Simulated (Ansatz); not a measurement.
As: geometry relaxation (part 1 of 2)

The run: geometry relaxation of As (P6₃/mmc, 2 atoms in the cell). Method and program: DFT, PBE, PAW with Ansatz's default frozen-core files, scalar-relativistic, no spin polarisation (Ansatz 0.2.0).

Its volume is 0.78 times that of the source entry. It belongs to a series of runs on one base structure; here: shape and atoms relaxed at 0.78 of the volume. Figures and captions count atoms from 1; the log counts them from 0 in places.

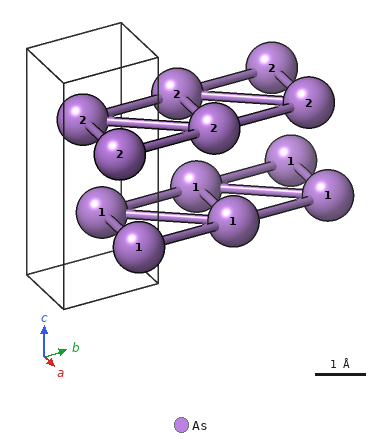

*The starting structure (ball-and-stick view of the cell of the calculation, repeated 2 × 3 × 1, seen slightly off an axis; atoms are numbered from 1 in the order of the input).*

Results in brief:

| quantity | value |
| --- | --- |
| outcome | converged |
| space group (tolerance 0.01 Å) | P6₃/mmc (194) |
| electrons treated | 30 |
| free energy | −9710.6040 eV |
| Fermi energy | 16.991 eV |
| pressure | 32.34 GPa |
| final volume | 30.26 Å³ |
| largest force (length of the vector) at the end | under 0.001 eV/Å |
| final cell | a = 2.815 Å, b = 2.815 Å, c = 4.411 Å, α = 90.00°, β = 90.00°, γ = 120.00° |
| hardware | 1 thread of Intel Xeon @ 2.50GHz (Skylake/Cascade Lake), 64 GiB of memory available, shared host |
| wall time | 31 s |
| peak memory | 0.43 GiB |

Notes:

The cell is under a pressure of 32 GPa at this level, so it is not at its equilibrium volume.

The input:
```yaml
crystal:
  lattice:
    - [2.7231252112, 0.0, 0.0]
    - [-1.3615626056, 2.3582956106, 0.0]
    - [0.0, 0.0, 4.7120106197]
  atoms:
    - { symbol: As, position: [0.3333333333, 0.6666666667, 0.25] }
    - { symbol: As, position: [0.6666666667, 0.3333333333, 0.75] }
kpoints:
  mp_grid: { grid: [16, 16, 9] }
scf:
  occupations: { method: fermi_dirac, width: 0.1 }
hamiltonian:
  xc: pbe
  pseudopotentials: { kind: paw }
output:
  forces: true
  stress: true
relax:
  f_tol: 0.005
  max_steps: 30
  cell: { stress_tol: 0.13, fix: [volume] }
```

Run as:
```bash
ansatz run input.yaml --threads 1 --pin off --max-ram 2048MiB --backend cpu --events-out ev --progress --plain --runs-dir out
```

What the program printed:
```
Engine: ansatz 0.2.0, x86_64-unknown-linux-gnu
Pseudopotentials: kind: paw
Pseudopotential: As, paw, valence charge 15, recommended cutoff 420 eV (normal), As.paw.azcp
Functional definition: PBE
  parameter kappa = 0.804
  parameter beta = 0.06672455060314922
  exchange = pbe_x(kappa = kappa, mu = beta*pi^2/3)
  correlation = pbe_c(beta = beta)
Crystal: 2 atoms, lattice volume = 30.260 Å³
Basis set: ecut = 420 eV, 597 PW (Γ), exchange–correlation on 40×40×64 points (8 copies of the dense FFT grid, shifted against one another)
Bands: 19, of which v1, the nominal top of the filled ones, is band 15 counted from 1 (14 counted from 0)
Symmetry: 24 space group operations
Space group: P63/mmc (ITA 194), of the structure as read, at distance tolerance 3.1e-5 Å
k-points: 150 of 2304
Non-local potential: As, projectors of the file, l = 0: 2, l = 1: 2, l = 2: 3, l = 3: 1
PAW form: soft (Blöchl's): semilocal exchange-correlation on the pseudo side does not see the compensation charge
PAW one-centre angular grid: As, 590 points (default); XC on 64 Gauss nodes
Initial density: superposition of atomic densities (neutral atoms: chi_scale 0, normalization atom), corrected by the library's trained network
Initial wavefunctions: pseudopotential atomic-orbital guess
Functional: x = pbe(κ = 0.804, μ = 0.2195149727645171), c = pbe(β = 0.06672455060314922)
SCF iter   1: F=—  HF=-9710.569375 eV  |F-HF|=—  |Δ(HF+E_count)|=         —  Δρ=2.57e-3  dr2=6.63e-4  ethr=1.77e-3  ⟨swp⟩=5.1  Hψ=12547  notcnv=0
preconditioner: auto → Kerker (q_TF=auto, 2.724 Å⁻¹)  [metal: Δε(μ)=0.054 eV  Ē_g=31.083 eV  σ=0.100 eV  W_gap=0.13  n_scr=10 (ndim 8)  ℏωp=37.0 eV  f_vac=0.000  D(μ)=1.01/eV (n_scr^D=2)]
SCF iter   2: F=—  HF=-9710.569571 eV  |F-HF|=—  |Δ(HF+E_count)|=   1.96e-4  Δρ=1.55e-3  dr2=2.49e-4  ethr=2.21e-6  ⟨swp⟩=2.1  Hψ=5447  notcnv=0
SCF iter   3: F=—  HF=-9710.569855 eV  |F-HF|=—  |Δ(HF+E_count)|=   2.84e-4  Δρ=3.56e-4  dr2=2.10e-5  ethr=8.30e-7  ⟨swp⟩=2.9  Hψ=5080  notcnv=0
SCF iter   4: F=—  HF=-9710.569857 eV  |F-HF|=—  |Δ(HF+E_count)|=   1.93e-6  Δρ=9.31e-5  dr2=1.35e-6  ethr=6.99e-8  ⟨swp⟩=2.0  Hψ=5064  notcnv=0
SCF iter   5: F=—  HF=-9710.569857 eV  |F-HF|=—  |Δ(HF+E_count)|=   2.43e-7  Δρ=1.40e-5  dr2=2.82e-8  ethr=4.49e-9  ⟨swp⟩=2.0  Hψ=5064  notcnv=0
SCF iter   6: F=-9710.569857 eV  HF=-9710.569857 eV  |F-HF|=1.80e-10  |Δ(HF+E_count)|=   6.16e-8  Δρ=3.71e-6  dr2=3.12e-9  ethr=9.38e-11  ⟨swp⟩=4.0  Hψ=9882  notcnv=0
SCF 1 converged in 6 iterations: F = -9710.569857 eV  dr2 = 3.12e-9
  greatest PAW one-centre occupation: 0.999 electrons in one spin orbital (limit 2), on the As atom at site 1 (counted from 0), in its partial waves of l = 2
relax step   1: F+E_penalty+E_count = -9710.56985740 eV  Δ(F+E_penalty+E_count) = +0.000e0 eV  max|allowed force component| = 1.735e-18 eV/Å  Δτ_max = 0.0000 Å  P = +33.364 GPa  Ω = 30.260 Å³  fix = [volume]  reactions: volume +33.364 GPa  (6 SCF iters, dr2 threshold 1.00e-7 eV, accepted)
Basis set: ecut = 420 eV, 585 PW (Γ), exchange–correlation on 40×40×64 points (8 copies of the dense FFT grid, shifted against one another)
Initial density: handed on by an earlier stage of this run
Initial wavefunctions: those handed on with the density
iter 1 solved again at ethr=1.44e-7 eV; its pass at ethr=3.10e-3 eV (dr2=4.32e-5 eV) is discarded
SCF iter   1: F=—  HF=-9710.575768 eV  |F-HF|=—  |Δ(HF+E_count)|=         —  Δρ=4.55e-4  dr2=4.28e-5  ethr=1.44e-7  ⟨swp⟩=2.1  Hψ=17969  notcnv=0
preconditioner: auto → Kerker (q_TF=auto, 2.724 Å⁻¹)  [metal: Δε(μ)=0.007 eV  Ē_g=31.052 eV  σ=0.100 eV  W_gap=0.02  n_scr=10 (ndim 8)  ℏωp=37.0 eV  f_vac=0.000  D(μ)=1.07/eV (n_scr^D=2)]
SCF iter   2: F=—  HF=-9710.575780 eV  |F-HF|=—  |Δ(HF+E_count)|=   1.23e-5  Δρ=3.00e-4  dr2=1.98e-5  ethr=1.43e-7  ⟨swp⟩=1.0  Hψ=2850  notcnv=0
SCF iter   3: F=—  HF=-9710.575781 eV  |F-HF|=—  |Δ(HF+E_count)|=   1.02e-6  Δρ=2.39e-5  dr2=1.26e-7  ethr=6.67e-10  ⟨swp⟩=3.5  Hψ=11546  notcnv=0
SCF iter   4: F=-9710.575781 eV  HF=-9710.575781 eV  |F-HF|=3.68e-8  |Δ(HF+E_count)|=   4.51e-8  Δρ=1.39e-5  dr2=2.73e-8  ethr=4.20e-10  ⟨swp⟩=4.0  Hψ=10085  notcnv=0
SCF 2 converged in 4 iterations: F = -9710.575781 eV  dr2 = 2.73e-8
relax step   2: F+E_penalty+E_count = -9710.57578084 eV  Δ(F+E_penalty+E_count) = -5.923e-3 eV  max|allowed force component| = 2.544e-17 eV/Å  Δτ_max = 0.0000 Å  P = +33.105 GPa  Ω = 30.260 Å³  energy of the carried Pulay correction = -1.740e-6 eV  fix = [volume]  reactions: volume +33.105 GPa  (4 SCF iters, dr2 threshold 2.00e-7 eV, accepted)
Basis set: ecut = 420 eV, 591 PW (Γ), exchange–correlation on 40×40×64 points (8 copies of the dense FFT grid, shifted against one another)
iter 1 solved again at ethr=4.51e-7 eV; its pass at ethr=3.10e-3 eV (dr2=1.35e-4 eV) is discarded
SCF iter   1: F=—  HF=-9710.586438 eV  |F-HF|=—  |Δ(HF+E_count)|=         —  Δρ=8.91e-4  dr2=1.30e-4  ethr=4.51e-7  ⟨swp⟩=2.5  Hψ=18681  notcnv=0
preconditioner: auto → none  [metal: Δε(μ)=0.010 eV  Ē_g=31.018 eV  σ=0.100 eV  W_gap=0.02  n_scr=8 (ndim 8)  ℏωp=37.0 eV  f_vac=0.000  D(μ)=1.12/eV (n_scr^D=2)]
SCF iter   2: F=—  HF=-9710.586467 eV  |F-HF|=—  |Δ(HF+E_count)|=   2.87e-5  Δρ=4.47e-4  dr2=2.96e-5  ethr=4.35e-7  ⟨swp⟩=1.0  Hψ=2850  notcnv=0
SCF iter   3: F=—  HF=-9710.586477 eV  |F-HF|=—  |Δ(HF+E_count)|=   1.02e-5  Δρ=3.42e-5  dr2=1.38e-7  ethr=9.86e-8  ⟨swp⟩=1.9  Hψ=3371  notcnv=0
iter 4 did not close the SCF: its close was put off for the readings that it lacked (scf_convergence_deferred on its scf_iter line)
SCF iter   4: F=-9710.586477 eV  HF=-9710.586477 eV  |F-HF|=8.05e-9  |Δ(HF+E_count)|=   4.74e-8  Δρ=1.23e-5  dr2=2.30e-8  ethr=4.61e-10  ⟨swp⟩=2.0  Hψ=5148  notcnv=0
iter 5 did not close the SCF: its close was put off for the readings that it lacked (scf_convergence_deferred on its scf_iter line)
SCF iter   5: F=-9710.586477 eV  HF=-9710.586477 eV  |F-HF|=4.37e-11  |Δ(HF+E_count)|=  1.16e-10  Δρ=1.41e-6  dr2=1.85e-10  ethr=7.68e-11  ⟨swp⟩=2.0  Hψ=5092  notcnv=0
SCF iter   6: F=-9710.586477 eV  HF=-9710.586477 eV  |F-HF|=1.82e-12  |Δ(HF+E_count)|=  8.00e-11  Δρ=2.88e-7  dr2=6.10e-12  ethr=1.00e-12  ⟨swp⟩=1.0  Hψ=8539  notcnv=0
SCF 3 converged in 6 iterations: F = -9710.586477 eV  dr2 = 6.10e-12
relax step   3: F+E_penalty+E_count = -9710.58647677 eV  Δ(F+E_penalty+E_count) = -1.070e-2 eV  max|allowed force component| = 2.255e-17 eV/Å  Δτ_max = 0.0000 Å  P = +32.537 GPa  Ω = 30.260 Å³  energy of the carried Pulay correction = -4.662e-6 eV  fix = [volume]  reactions: volume +32.537 GPa  (6 SCF iters, dr2 threshold 2.00e-7 eV, accepted)
iter 1 solved again at ethr=4.77e-6 eV; its pass at ethr=3.10e-3 eV (dr2=1.43e-3 eV) is discarded
SCF iter   1: F=—  HF=-9710.599472 eV  |F-HF|=—  |Δ(HF+E_count)|=         —  Δρ=2.57e-3  dr2=1.65e-3  ethr=4.77e-6  ⟨swp⟩=2.3  Hψ=19881  notcnv=0
preconditioner: auto → none  [metal: Δε(μ)=0.011 eV  Ē_g=31.019 eV  σ=0.100 eV  W_gap=0.03  n_scr=8 (ndim 8)  ℏωp=37.0 eV  f_vac=0.000  D(μ)=0.96/eV (n_scr^D=2)]
SCF iter   2: F=—  HF=-9710.599298 eV  |F-HF|=—  |Δ(HF+E_count)|=   1.73e-4  Δρ=1.18e-3  dr2=2.96e-4  ethr=4.77e-6  ⟨swp⟩=1.0  Hψ=2850  notcnv=0
SCF iter   3: F=—  HF=-9710.599318 eV  |F-HF|=—  |Δ(HF+E_count)|=   1.97e-5  Δρ=1.45e-4  dr2=2.81e-6  ethr=9.86e-7  ⟨swp⟩=2.1  Hψ=3470  notcnv=0
SCF iter   4: F=—  HF=-9710.599321 eV  |F-HF|=—  |Δ(HF+E_count)|=   2.96e-6  Δρ=2.09e-5  dr2=1.10e-7  ethr=9.36e-9  ⟨swp⟩=2.0  Hψ=5118  notcnv=0
iter 5 did not close the SCF: its close was put off for the readings that it lacked (scf_convergence_deferred on its scf_iter line)
SCF iter   5: F=-9710.599320 eV  HF=-9710.599320 eV  |F-HF|=2.27e-8  |Δ(HF+E_count)|=   5.35e-7  Δρ=6.69e-6  dr2=7.82e-9  ethr=3.66e-10  ⟨swp⟩=3.2  Hψ=6773  notcnv=0
SCF iter   6: F=-9710.599320 eV  HF=-9710.599320 eV  |F-HF|=5.64e-11  |Δ(HF+E_count)|=   1.18e-8  Δρ=1.29e-6  dr2=1.48e-10  ethr=2.61e-11  ⟨swp⟩=3.0  Hψ=11832  notcnv=0
SCF 4 converged in 6 iterations: F = -9710.599320 eV  dr2 = 1.48e-10
relax step   4: F+E_penalty+E_count = -9710.59932043 eV  Δ(F+E_penalty+E_count) = -1.284e-2 eV  max|allowed force component| = 3.007e-17 eV/Å  Δτ_max = 0.0000 Å  P = +32.458 GPa  Ω = 30.260 Å³  energy of the carried Pulay correction = -1.128e-5 eV  fix = [volume]  reactions: volume +32.458 GPa  (6 SCF iters, dr2 threshold 2.00e-7 eV, accepted)
iter 1 solved again at ethr=1.41e-6 eV; its pass at ethr=3.10e-3 eV (dr2=4.23e-4 eV) is discarded
SCF iter   1: F=—  HF=-9710.602801 eV  |F-HF|=—  |Δ(HF+E_count)|=         —  Δρ=1.25e-3  dr2=4.17e-4  ethr=1.41e-6  ⟨swp⟩=2.8  Hψ=19431  notcnv=0
preconditioner: auto → none  [metal: Δε(μ)=0.031 eV  Ē_g=31.032 eV  σ=0.100 eV  W_gap=0.08  n_scr=8 (ndim 8)  ℏωp=37.0 eV  f_vac=0.000  D(μ)=0.90/eV (n_scr^D=2)]
SCF iter   2: F=—  HF=-9710.602738 eV  |F-HF|=—  |Δ(HF+E_count)|=   6.36e-5  Δρ=5.58e-4  dr2=7.01e-5  ethr=1.39e-6  ⟨swp⟩=1.0  Hψ=2850  notcnv=0
SCF iter   3: F=—  HF=-9710.602748 eV  |F-HF|=—  |Δ(HF+E_count)|=   1.00e-5  Δρ=8.21e-5  dr2=1.01e-6  ethr=2.34e-7  ⟨swp⟩=2.0  Hψ=3569  notcnv=0
iter 4 did not close the SCF: its close was put off for the readings that it lacked (scf_convergence_deferred on its scf_iter line)
SCF iter   4: F=-9710.602748 eV  HF=-9710.602748 eV  |F-HF|=9.05e-8  |Δ(HF+E_count)|=   3.56e-7  Δρ=1.64e-5  dr2=8.91e-8  ethr=3.36e-9  ⟨swp⟩=2.3  Hψ=5150  notcnv=0
iter 5 did not close the SCF: its close was put off for the readings that it lacked (scf_convergence_deferred on its scf_iter line)
SCF iter   5: F=-9710.602748 eV  HF=-9710.602748 eV  |F-HF|=6.45e-9  |Δ(HF+E_count)|=   5.22e-8  Δρ=5.93e-6  dr2=1.19e-8  ethr=2.97e-10  ⟨swp⟩=2.0  Hψ=4830  notcnv=0
SCF iter   6: F=-9710.602748 eV  HF=-9710.602748 eV  |F-HF|=1.82e-12  |Δ(HF+E_count)|=   4.50e-9  Δρ=3.86e-7  dr2=2.32e-11  ethr=3.96e-11  ⟨swp⟩=2.1  Hψ=8966  notcnv=0
SCF 5 converged in 6 iterations: F = -9710.602748 eV  dr2 = 2.32e-11
relax step   5: F+E_penalty+E_count = -9710.60274810 eV  Δ(F+E_penalty+E_count) = -3.428e-3 eV  max|allowed force component| = 1.156e-17 eV/Å  Δτ_max = 0.0000 Å  P = +32.326 GPa  Ω = 30.260 Å³  energy of the carried Pulay correction = -8.275e-6 eV  fix = [volume]  reactions: volume +32.326 GPa  (6 SCF iters, dr2 threshold 2.00e-7 eV, accepted)
iter 1 solved again at ethr=2.16e-7 eV; its pass at ethr=3.10e-3 eV (dr2=6.49e-5 eV) is discarded
SCF iter   1: F=—  HF=-9710.603854 eV  |F-HF|=—  |Δ(HF+E_count)|=         —  Δρ=5.31e-4  dr2=7.38e-5  ethr=2.16e-7  ⟨swp⟩=3.0  Hψ=19444  notcnv=0
preconditioner: auto → none  [metal: Δε(μ)=0.043 eV  Ē_g=31.018 eV  σ=0.100 eV  W_gap=0.11  n_scr=8 (ndim 8)  ℏωp=37.0 eV  f_vac=0.000  D(μ)=0.85/eV (n_scr^D=2)]
SCF iter   2: F=—  HF=-9710.603848 eV  |F-HF|=—  |Δ(HF+E_count)|=   5.85e-6  Δρ=2.37e-4  dr2=1.25e-5  ethr=2.16e-7  ⟨swp⟩=1.0  Hψ=2850  notcnv=0
iter 3 did not close the SCF: its close was put off for the readings that it lacked (scf_convergence_deferred on its scf_iter line)
SCF iter   3: F=-9710.603849 eV  HF=-9710.603849 eV  |F-HF|=4.30e-8  |Δ(HF+E_count)|=   3.74e-7  Δρ=3.13e-5  dr2=1.29e-7  ethr=4.15e-8  ⟨swp⟩=2.0  Hψ=3519  notcnv=0
iter 4 did not close the SCF: its close was put off for the readings that it lacked (scf_convergence_deferred on its scf_iter line)
SCF iter   4: F=-9710.603849 eV  HF=-9710.603849 eV  |F-HF|=8.37e-10  |Δ(HF+E_count)|=   6.05e-8  Δρ=2.17e-6  dr2=1.62e-9  ethr=4.30e-10  ⟨swp⟩=2.1  Hψ=3941  notcnv=0
iter 5 did not close the SCF: its close was put off for the readings that it lacked (scf_convergence_deferred on its scf_iter line)
SCF iter   5: F=-9710.603849 eV  HF=-9710.603849 eV  |F-HF|=3.64e-12  |Δ(HF+E_count)|=  7.13e-10  Δρ=1.36e-7  dr2=1.93e-12  ethr=5.40e-12  ⟨swp⟩=2.0  Hψ=4806  notcnv=0
SCF iter   6: F=-9710.603849 eV  HF=-9710.603849 eV  |F-HF|=7.28e-12  |Δ(HF+E_count)|=  3.64e-12  Δρ=3.46e-8  dr2=1.96e-13  ethr=1.00e-12  ⟨swp⟩=1.4  Hψ=6840  notcnv=0
SCF 6 converged in 6 iterations: F = -9710.603849 eV  dr2 = 1.96e-13
relax step   6: F+E_penalty+E_count = -9710.60384869 eV  Δ(F+E_penalty+E_count) = -1.101e-3 eV  max|allowed force component| = 4.163e-17 eV/Å  Δτ_max = 0.0000 Å  P = +32.349 GPa  Ω = 30.260 Å³  energy of the carried Pulay correction = -9.616e-6 eV  fix = [volume]  reactions: volume +32.349 GPa  (6 SCF iters, dr2 threshold 2.00e-7 eV, accepted)
iter 1 solved again at ethr=2.00e-8 eV; its pass at ethr=3.10e-3 eV (dr2=6.00e-6 eV) is discarded
```
